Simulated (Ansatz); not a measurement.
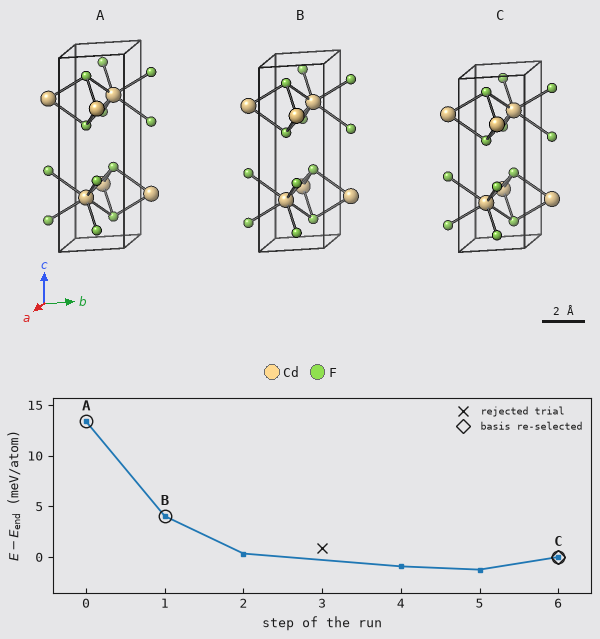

Frames of a relaxation of crystalline CdF$_{2}$ (built on the MoS2-164 type type), marked on the history of the run. The picture is a ball-and-stick view of the cell of the calculation, seen slightly off an axis.

These are results of DFT, r2SCAN+rVV10, plane waves, PAW in Ansatz 0.2.0, not measurements. Settings: plane-wave cutoff 500 eV; k-point mesh 12 × 12 × 4; occupations fermi dirac; smearing width 0.03 eV; no spin polarisation; cell and atoms relaxed; force threshold 0.01 eV/Å; at most 120 steps.

> What happens along the run?

The energy falls by 13.4 meV per atom in 4 accepted moves (6 points after the start). The largest force component goes from 0.0021 to 0.0025 eV/Å. Pressure: −1.18 GPa at the start and −0.01 GPa at the end. The line search rejected the trial step at point 3 of the run. At 1 point the geometry stayed and the basis and grid were re-selected for the new cell (energy shift of 1.2 meV per atom at most each time). The largest moves relative to the cell, 0.11 Å, are those of F atoms. Cd stays in place. The volume changes by −8.9 %, with a = b 3.287 → 3.319 Å (+1.0 %), c 9.654 → 8.623 Å (−10.7 %). The space group (tolerance 0.01 Å) goes from P-3m1 (No. 164) to P6_3/mmc (No. 194). From step 0 to 1: F atoms move most (0.06 Å), volume −5.7 %, energy −9.3 meV per atom. From step 1 to 6: F atoms move most (0.05 Å), volume −3.5 %, energy −4.0 meV per atom.
